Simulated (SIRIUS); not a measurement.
# A series of single points on Pt

System: Pt (Fm-3m, 1 atom in the cell).
Method: Kohn-Sham DFT of a periodic cell, PBEsol, dojo-sr-pbesol-0.4.1-standard, no spin polarisation (SIRIUS 7.12.0).

The 7 runs differ only in the geometry, by an even scaling of the cell at fixed fractional positions. The structure derives from an entry of the Crystallography Open Database.

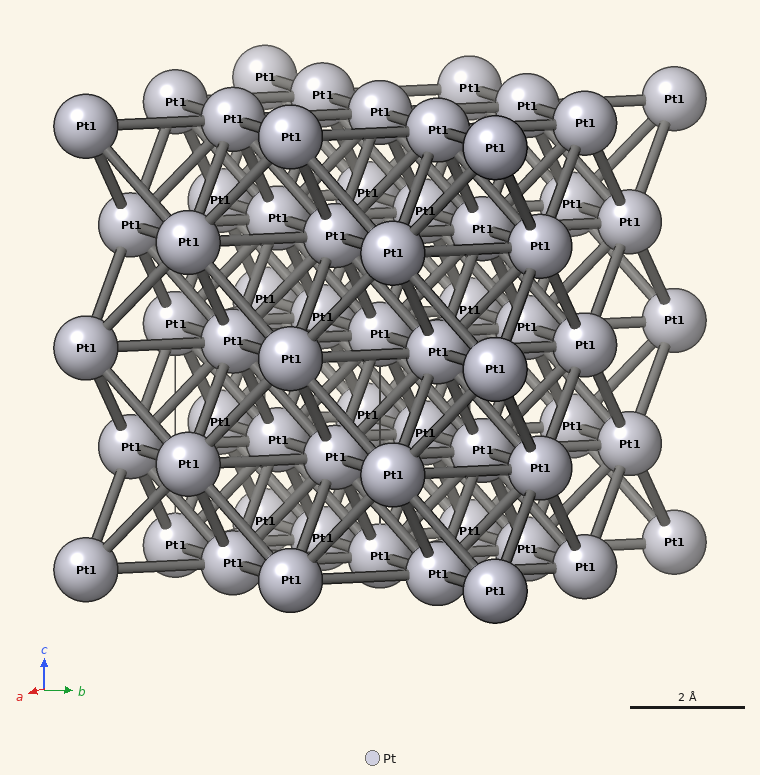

Figure 1. The structure of run 4 (ball-and-stick view of the cell 4 times as large as that of the calculation, set on its symmetry axes, repeated 2 × 2 × 2, seen slightly off an axis; atoms are numbered from 1 in the order of the input). An atom can appear more than once, as a periodic image.

## Input of run 4
```
{
  "control": {
    "processing_unit": "cpu",
    "verbosity": 2,
    "num_bands_to_print": 16,
    "print_forces": true,
    "print_stress": true
  },
  "parameters": {
    "electronic_structure_method": "pseudopotential",
    "xc_functionals": ["XC_GGA_X_PBE_SOL", "XC_GGA_C_PBE_SOL"],
    "gk_cutoff": 9.2,
    "pw_cutoff": 18.4,
    "ngridk": [12, 12, 12],
    "shiftk": [0, 0, 0],
    "smearing": "fermi_dirac",
    "smearing_width": 0.0018374661,
    "num_bands": 16,
    "num_mag_dims": 0,
    "num_dft_iter": 100,
    "energy_tol": 1e-08,
    "density_tol": 1e-06
  },
  "iterative_solver": {
    "type": "davidson",
    "min_tolerance": 1e-10
  },
  "mixer": {
    "type": "anderson",
    "beta": 0.7,
    "max_history": 8
  },
  "settings": {
    "tol_ne": 1e-10,
    "pseudo_grid_cutoff": 6.5
  },
  "unit_cell": {
    "lattice_vectors": [
      [0.0, 3.705563957779, 3.705563957779],
      [3.705563957779, 0.0, 3.705563957779],
      [3.705563957779, 3.705563957779, 0.0]
    ],
    "atom_coordinate_units": "lattice",
    "atom_types": ["Pt"],
    "atom_files": {
      "Pt": "Pt.json"
    },
    "atoms": {
      "Pt": [
        [0.0, 0.0, 0.0]
      ]
    }
  }
}
```

Command:
```bash
upf_to_json Pt.upf
OMP_NUM_THREADS=1 sirius.scf --input=sirius.json --output=out.json --task=0
```

Lattice vectors (Å) and fractional positions of run 4:
```
   0.000000    1.960900    1.960900
   1.960900    0.000000    1.960900
   1.960900    1.960900    0.000000
Pt  0.000000  0.000000  0.000000
```

Run 5 differs from it as follows:
```diff
-      [0.0, 3.705563957779, 3.705563957779],
-      [3.705563957779, 0.0, 3.705563957779],
-      [3.705563957779, 3.705563957779, 0.0]
+      [0.0, 3.730104831672, 3.730104831672],
+      [3.730104831672, 0.0, 3.730104831672],
+      [3.730104831672, 3.730104831672, 0.0]
```

## Results, with one run withheld

| run | volume per atom (Å³) | free energy per atom, from the lowest run given (meV) | pressure (GPa) |
| --- | --- | --- | --- |
| 1 | 14.175 | 47.79 | 19.33 |
| 2 | 14.477 | 18.76 | 11.62 |
| 3 | 14.778 | 3.37 | 4.82 |
| 4 | 15.080 | 0.00 | −1.18 |
| 5 | 15.381 | ? | ? |
| 6 | 15.683 | 23.83 | −11.11 |
| 7 | 15.985 | 48.63 | −15.20 |

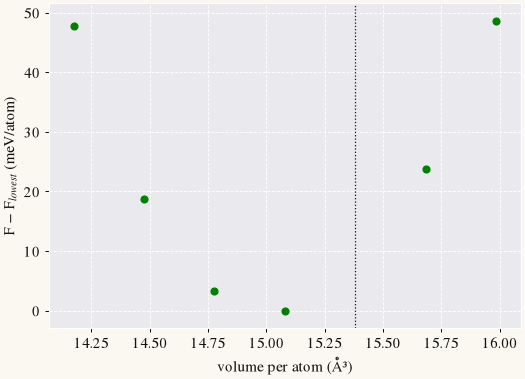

Figure 2. Free energy per atom of the runs given; the dotted line marks run 5.

Estimate the energy of run 5 from the others.

A cubic polynomial in V^(−2/3) (the Birch–Murnaghan form), fitted to the 6 runs given, misses them by at most 0.02 meV per atom. With x = V^(−2/3) − 0.16436 Å⁻², it reads F = −0.1985 + 191.56 x + 1.1234e+06 x² + 4.4288e+06 x³ (meV per atom). At run 5 it gives 7.23 meV per atom, and the run itself gives 7.24. The slope of the fit gives a pressure −dF/dV of −6.42 GPa there, and the run prints −6.46 GPa. The fit has its minimum at 15.019 Å³ per atom, where V d²F/dV² gives 287 GPa: the bulk modulus at this level, since symmetry fixes the shape and the positions.

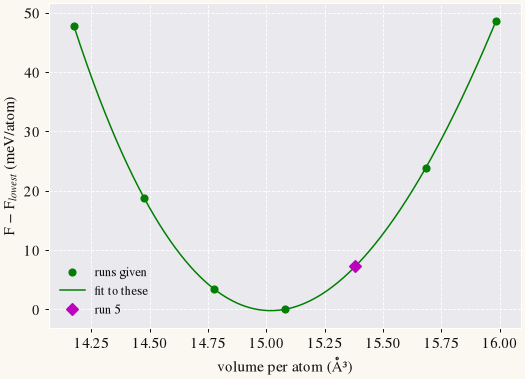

Figure 3. The fit and the withheld run.

## Some lines of the output (run 5)
```
[...]
[find] Free energy (E-TS)             :    -130.55682677 (Ha),    -261.11365354 (Ry)
[find] Efermi                         :       0.83843825
[find] Total energy                   :    -130.55624316 (Ha),    -261.11248632 (Ry)
[find] Free energy (E-TS)             :    -130.55682688 (Ha),    -261.11365375 (Ry)
[find] Efermi                         :       0.83850794
[find] Total energy                   :    -130.55624316 (Ha),    -261.11248631 (Ry)
[find] Free energy (E-TS)             :    -130.55682688 (Ha),    -261.11365377 (Ry)
[find] Efermi                         :       0.83851744
[find] Free energy (E-TS)             :    -130.55682689 (Ha),    -261.11365377 (Ry)
[find] Efermi                         :       0.83852232
[find] Total energy                   :    -130.55624315 (Ha),    -261.11248631 (Ry)
[find] Efermi                         :       0.83852020
[find] Efermi                         :       0.83852021
[find] Efermi                         :       0.83852013
```

Notes: Spin–orbit coupling is left out, which matters for Pt.
